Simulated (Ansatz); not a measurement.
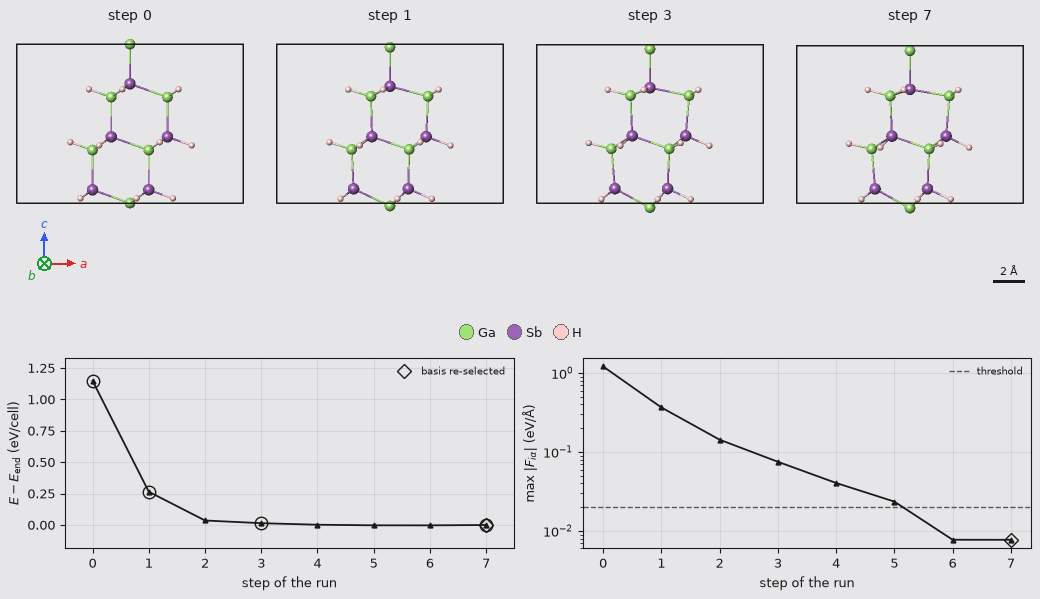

Frames of a relaxation of a wire of composition Ga7Sb7H18, marked on the history of the run. The picture is a ball-and-stick view of the cell of the calculation, with the vacuum cut short, seen along the b axis.

Case: wire along [1 1 1], 14 atoms a period, capped with H.

All numbers below come from DFT PBEsol, scalar-relativistic, plane waves, PAW in Ansatz. (plane-wave cutoff 420 eV; k-point mesh 1 × 1 × 5; occupations gaussian; smearing width 0.05 eV; no spin polarisation; cell relaxed at fixed a, b, alpha, beta, gamma; force threshold 0.02 eV/Å; at most 45 steps)

### Describe the path.

The largest move relative to the centre of the atoms is that of a Ga atom, 0.34 Å. Largest moves by element: Ga 0.34 Å, Sb 0.29 Å, H 0.20 Å. Along the periodic axis the drawn cell goes c 10.585 → 10.476 Å (−1.0 %). Some distances before and after: Ga–Sb 2.646 → 2.571 Å, Ga–Sb 2.646 → 2.683 Å, Ga–Sb 2.646 → 2.622 Å, Ga–H 1.570 → 1.558 Å. Among the angles between lasting bonds that change: H–Ga–H 109.5° → 124.6°, Sb–Ga–Sb 109.5° → 94.9°, Ga–Sb–Ga 109.5° → 123.6°. The energy falls by 1.148 eV per cell of the calculation in 6 accepted moves (7 points after the start). The largest force component goes from 1.2 to 0.0077 eV/Å. At 1 point the geometry stayed and the basis and grid were re-selected for the new cell (energy shift of 2.8 meV per cell of the calculation at most each time). From step 0 to 1: a Ga atom moves most (0.19 Å), energy −0.883 eV per cell of the calculation. From step 1 to 3: a Ga atom moves most (0.11 Å), energy −0.250 eV per cell of the calculation. From step 3 to 7: H atoms move most (0.10 Å), energy −14.5 meV per cell of the calculation.
